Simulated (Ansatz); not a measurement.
# Energy of FeNi$_{2}$ along an even scaling of the cell

System: FeNi$_{2}$ (Fd-3m, 6 atoms in the cell).
Method: Kohn-Sham DFT of a periodic cell, PBE, Ansatz PAW, spin-polarised (Ansatz 0.2.0).

The 6 runs differ only in the geometry, by an even scaling of the cell at fixed fractional positions. The structure derives from a Materials Project entry.

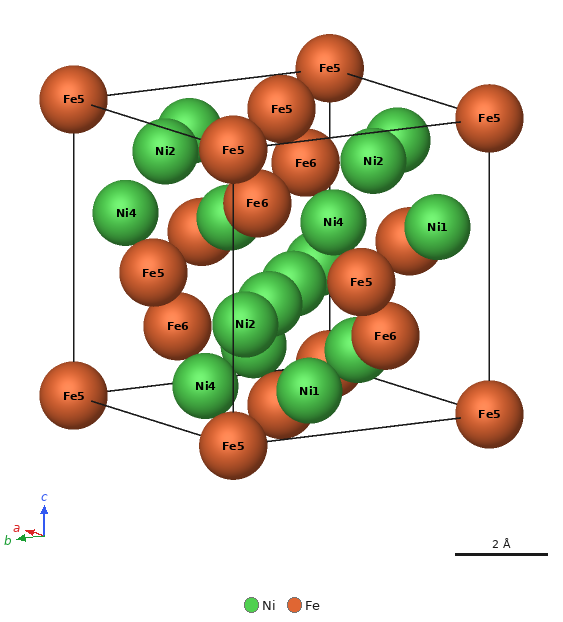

Figure 1. The structure of run 4 (spheres-only view of the cell 4 times as large as that of the calculation, set on its symmetry axes, seen at an oblique angle; atoms are numbered from 1 in the order of the input).

### Input of run 4
```yaml
crystal:
  lattice:
    - [0.0, 3.296768897, 3.296768897]
    - [3.296768897, 0.0, 3.296768897]
    - [3.296768897, 3.296768897, 0.0]
  atoms:
    - { symbol: Ni, position: [0.625, 0.625, 0.625], spin: 1.0 }
    - { symbol: Ni, position: [0.125, 0.625, 0.625], spin: 1.0 }
    - { symbol: Ni, position: [0.625, 0.125, 0.625], spin: 1.0 }
    - { symbol: Ni, position: [0.625, 0.625, 0.125], spin: 1.0 }
    - { symbol: Fe, position: [0.0, 0.0, 0.0], spin: 3.0 }
    - { symbol: Fe, position: [0.25, 0.25, 0.25], spin: 3.0 }
hamiltonian:
  xc: pbe
  pseudopotentials: { kind: paw }
magnetization:
  spin_polarized: true
kpoints:
  mp_grid: { grid: [7, 7, 7] }
scf:
  occupations: { method: fermi_dirac, width: 0.05 }
output:
  forces: true
  stress: true
  eigenvalues: true
```

Command:
```bash
ansatz run input.yaml --threads 2 --pin off --max-ram 5120MiB --backend cpu --events-out ev --progress --plain --runs-dir out
```

Lattice vectors (Å) and fractional positions of run 4:
```
   0.000000    3.296769    3.296769
   3.296769    0.000000    3.296769
   3.296769    3.296769    0.000000
Ni  0.625000  0.625000  0.625000
Ni  0.125000  0.625000  0.625000
Ni  0.625000  0.125000  0.625000
Ni  0.625000  0.625000  0.125000
Fe  0.000000  0.000000  0.000000
Fe  0.250000  0.250000  0.250000
```

Run 3 differs from it as follows:
```diff
-    - [0.0, 3.296768897, 3.296768897]
-    - [3.296768897, 0.0, 3.296768897]
-    - [3.296768897, 3.296768897, 0.0]
+    - [0.0, 3.275079, 3.275079]
+    - [3.275079, 0.0, 3.275079]
+    - [3.275079, 3.275079, 0.0]
```

### Results, with one run withheld

```csv
run,volume per atom (Å³),"free energy per atom, from the lowest run given (meV)",pressure (GPa)
1,11.007,23.26,12.59
2,11.475,0.00,3.67
3,11.710,?,?
4,11.944,0.03,−3.42
5,12.178,7.25,−6.38
6,12.412,18.53,−9.01
```

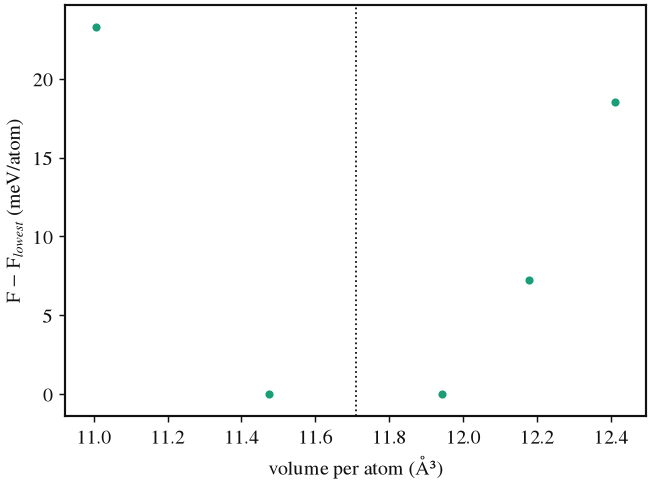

Figure 2. Free energy per atom of the runs given; the dotted line marks run 3.

Fit the runs given and predict run 3.

A cubic polynomial in V^(−2/3) (the Birch–Murnaghan form), fitted to the 5 runs given, misses them by at most 0.01 meV per atom. With x = V^(−2/3) − 0.19310 Å⁻², it reads F = −2.2704 − 685.07 x + 3.8438e+05 x² + 8.2077e+05 x³ (meV per atom). At run 3 it gives −2.57 meV per atom, and the run itself gives −2.58. The slope of the fit gives a pressure −dF/dV of −0.09 GPa there, and the run prints −0.08 GPa. The fit has its minimum at 11.704 Å³ per atom, where V d²F/dV² gives 177 GPa: the bulk modulus at this level, since symmetry fixes the shape and the positions.

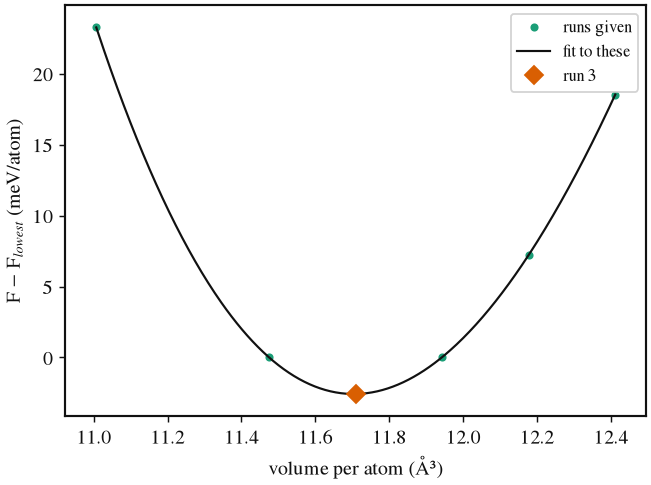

Figure 3. The fit and the withheld run.

### Output, shortened to warnings, some set-up lines, iterations and results (run 3)
```
Basis set: ecut = 420 eV, 1363 PW (Γ), exchange–correlation on 64×64×64 points (8 copies of the dense FFT grid, shifted against one another)
Symmetry: 48 space group operations
k-points: 20 of 343
Initial density: superposition of atomic densities (chi_scale 0.1, normalization cell)
[...]
SCF iter   1: F=—  HF=-32315.694001 eV  |F-HF|=—  |Δ(HF+E_count)|=         —  Δρ=7.06e-2 (↑3.00e-2 ↓7.06e-2)  dr2=4.10e0  dr2_m=5.70e-1  M=9.514 μB ∫|m|=9.950 μB  β_m=0.30  …
SCF iter   2: F=—  HF=-32315.057158 eV  |F-HF|=—  |Δ(HF+E_count)|=   6.37e-1  Δρ=5.10e-2 (↑1.93e-2 ↓5.10e-2)  dr2=1.88e0  dr2_m=6.59e-1  M=9.232 μB ∫|m|=9.762 μB  β_m=0.38  …
SCF iter   3: F=—  HF=-32316.885670 eV  |F-HF|=—  |Δ(HF+E_count)|=    1.83e0  Δρ=3.68e-2 (↑1.96e-2 ↓3.68e-2)  dr2=1.08e0  dr2_m=4.17e-1  M=8.905 μB ∫|m|=9.533 μB  β_m=0.49  …
SCF iter   4: F=—  HF=-32318.680556 eV  |F-HF|=—  |Δ(HF+E_count)|=    1.79e0  Δρ=3.93e-2 (↑7.74e-3 ↓3.93e-2)  dr2=1.46e0  dr2_m=2.12e-1  M=8.264 μB ∫|m|=9.088 μB  β_m=0.65  …
SCF iter   5: F=—  HF=-32319.227155 eV  |F-HF|=—  |Δ(HF+E_count)|=   5.47e-1  Δρ=1.27e-2 (↑9.16e-3 ↓1.27e-2)  dr2=2.35e-1  dr2_m=5.22e-3  M=7.958 μB ∫|m|=8.883 μB  β_m=0.62  …
[... 5 lines ...]
SCF iter  11: F=—  HF=-32319.241014 eV  |F-HF|=—  |Δ(HF+E_count)|=   8.21e-6  Δρ=2.99e-5 (↑2.99e-5 ↓1.66e-5)  dr2=6.35e-7  dr2_m=1.81e-7  M=7.915 μB ∫|m|=8.871 μB  β_m=0.98  …
SCF iter  12: F=—  HF=-32319.241015 eV  |F-HF|=—  |Δ(HF+E_count)|=   7.56e-7  Δρ=3.46e-5 (↑2.09e-5 ↓3.46e-5)  dr2=1.68e-6  dr2_m=4.03e-8  M=7.915 μB ∫|m|=8.871 μB  β_m=0.98  …
SCF iter  13: F=—  HF=-32319.241015 eV  |F-HF|=—  |Δ(HF+E_count)|=   2.35e-7  Δρ=4.20e-6 (↑1.78e-6 ↓4.20e-6)  dr2=8.32e-9  dr2_m=1.70e-9  M=7.915 μB ∫|m|=8.871 μB  β_m=0.99  …
SCF iter  14: F=-32319.241015 eV  HF=-32319.241015 eV  |F-HF|=1.41e-8  |Δ(HF+E_count)|=  8.29e-10  Δρ=3.60e-6 (↑1.29e-6 ↓3.60e-6)  dr2=1.42e-8  dr2_m=9.16e-10  M=7.915 μB …
SCF 1 converged in 14 iterations: F = -32319.241015 eV  dr2 = 1.42e-8
SCF converged after 14 iterations
Magnetization: 7.9147 μB (55.9574 up, 48.0426 down)
Absolute magnetization: 8.8732 μB (∫|ρ↑−ρ↓|, with the PAW one-centre terms)
Spin contamination: 0.2983 ħ² per cell (⟨S²⟩ above its minimum at these occupations)
Per-site moments (μB) at R_I (Å): [(0.5989660133379371, 0.9552801100514334), (0.5989660133379374, 0.9552801100514334), (0.5989660133379372, 0.9552801100514334), (0.5989660133379365, 0.9552801100514334), (2.9638978835197842, 1.1201652208077757), (2.9638978835197864, 1.1201652208077755)]
Free energy (F): -32319.241015 eV
Harris-Foulkes:  -32319.241015 eV  (|F-HF|=1.41e-8)
Internal energy: -32319.185733 eV  (E = F + TS)
E sigma→0 (E₀):  -32319.213374 eV
Entropy (-TS):   -0.055282 eV (-9.214 meV/atom)
Fermi energy:    17.347132 eV
--- Per-component energies (eV) ---
  E_band       = -1682.254875
  E_kinetic    = 1820.203513
  E_local      = -18996.005475  (includes V_loc(G=0)·N_el)
  E_nonlocal   = 2985.078544
  E_hartree    = 7972.035081
  E_xc         = -572.344278
  E_vxc        = -737.396397  (∫ρ·V_xc dr)
  E_paw        = -9252.164610  (= ΣΔE_a)
  E_vpaw       = -2698.216624  (= ΣTr[D̂ρ^β])
  E_aug_tail   = 0.004151  (compensation charges beyond the density's cutoff)
  E_ewald      = -16275.992659
  E_smearing   = -0.055282  (= −TS)
  E_closure    = -0.000000  (closes the sum)
  Σ components = -32319.241015   (vs F -32319.241015, Δ=0.00e0)
--- Forces (eV/Å), atoms counted from 1 ---
  atom   1  Ni     0.00000000    -0.00000000    -0.00000000
  atom   2  Ni     0.00000000    -0.00000000    -0.00000000
  atom   3  Ni     0.00000000    -0.00000000    -0.00000000
  atom   4  Ni     0.00000000    -0.00000000     0.00000000
  atom   5  Fe    -0.00000000     0.00000000    -0.00000000
  atom   6  Fe    -0.00000000    -0.00000000     0.00000000
  max |Σ_I F_I| component: 4.34e-19 eV/Å
--- Stress (GPa, compression-positive) ---
       -0.080131       0.000000      -0.000000
        0.000000      -0.080131      -0.000000
        0.000000       0.000000      -0.080131
  P = ⅓ Tr σ = -0.0801 GPa (-0.801 kbar)
```
